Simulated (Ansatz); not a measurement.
Hf₃N

Input file:

```
crystal:
  lattice:
    - [5.7445624423, 0.0, 0.0]
    - [-2.8722812211, 4.9749370087, 0.0]
    - [0.0, 0.0, 4.9272219186]
  atoms:
    - { symbol: Hf, position: [0.8314050213, 0.6628100425, 0.25] }
    - { symbol: Hf, position: [0.1685949787, 0.8314050213, 0.75] }
    - { symbol: Hf, position: [0.3371899575, 0.1685949787, 0.25] }
    - { symbol: Hf, position: [0.1685949787, 0.3371899575, 0.75] }
    - { symbol: Hf, position: [0.8314050213, 0.1685949787, 0.25] }
    - { symbol: Hf, position: [0.6628100425, 0.8314050213, 0.75] }
    - { symbol: "N", position: [0.3333333333, 0.6666666667, 0.25] }
    - { symbol: "N", position: [0.6666666667, 0.3333333333, 0.75] }
basis:
  ecutwfc: 420
kpoints:
  mp_grid: { grid: [12, 12, 8] }
hamiltonian:
  xc: pbe
scf:
  occupations: { method: gaussian, width: 0.1 }
output:
  forces: true
  stress: true
  eigenvalues: true
  write_density: true
  write_potential: true
  elf: true
  volumetric_format: npy
relax:
  adjacent_minimum: "off"
  f_tol: 0.01
  max_steps: 80
  cell: { stress_tol: 0.05 }
```

Command:

```sh
ansatz run input.yaml --threads 1 --pin off --max-ram 2560MiB --backend cpu --events-out ev --progress --plain --runs-dir out
```

Below, planes, directions and counts refer to the conventional cell (a = 5.74 Å, b = 5.74 Å, c = 4.94 Å, α = 90.00°, β = 90.00°, γ = 120.00°).

The fields are those of the relaxed geometry.

Space group P6₃/mmc; started from the Ni3Sn (D0_19)_194 prototype, which need not be the ambient phase.

These are results of Ansatz, DFT PBE, scalar-relativistic, plane waves, PAW, not measurements.

The density is the valence pseudo-density of a PAW calculation; it isn't the true density close to the nuclei.

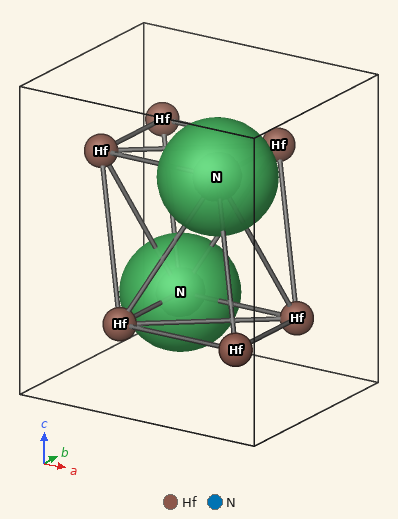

Figure 1. Isosurface of the electron localisation function at 0.65 (green), seen slightly off an axis. Core shells and regions of very low density are left out. Sticks mark near contacts.

### Identify the bonds, lone pairs and shells in this picture.

The ELF exceeds this value in two regions wrapped around N (the valence shell of each), counted in one cell of 8 atoms. Regions shared between cells count once.


Hf–Hf (2.84 Å): the ELF is about 0.35 at the midpoint. Hf–N (2.87 Å): the ELF is about 0.10 at the midpoint; no shared electron pair shows on this line.

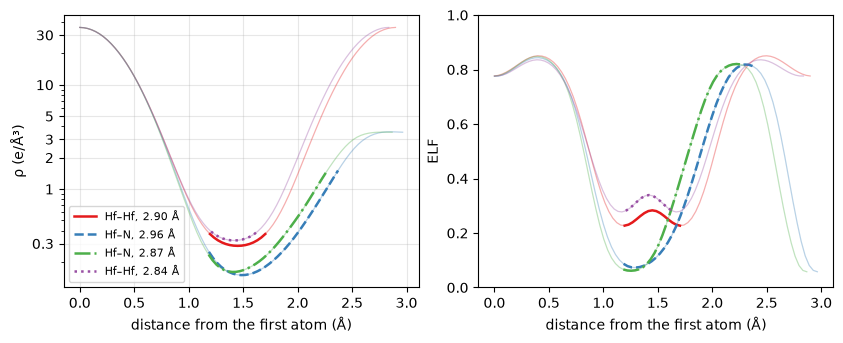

Figure 2. Valence pseudo-density and electron localisation function along straight lines between neighbouring atoms. Thin, pale parts lie inside the atomic spheres.

### What can be read from the curves?

Hf–Hf (2.90 Å): ρ is about 0.29 e/Å³ halfway; the ELF is about 0.30 at the midpoint: no localised pair shows between them.
Hf–N (2.96 Å): ρ is about 0.15 e/Å³ halfway; the ELF is about 0.10 at the midpoint: no shared electron pair shows on this line.
Hf–N (2.87 Å): ρ at the midpoint is about 0.16 e/Å³; the ELF is about 0.10 at the midpoint; no localised pair shows between them.
Hf–Hf (2.84 Å): the density is about 0.32 e/Å³ at the midpoint; the ELF is about 0.35 at the midpoint.

### Does the calculation give a band gap?

It is metallic or semimetallic at this level of theory: no gap opens.
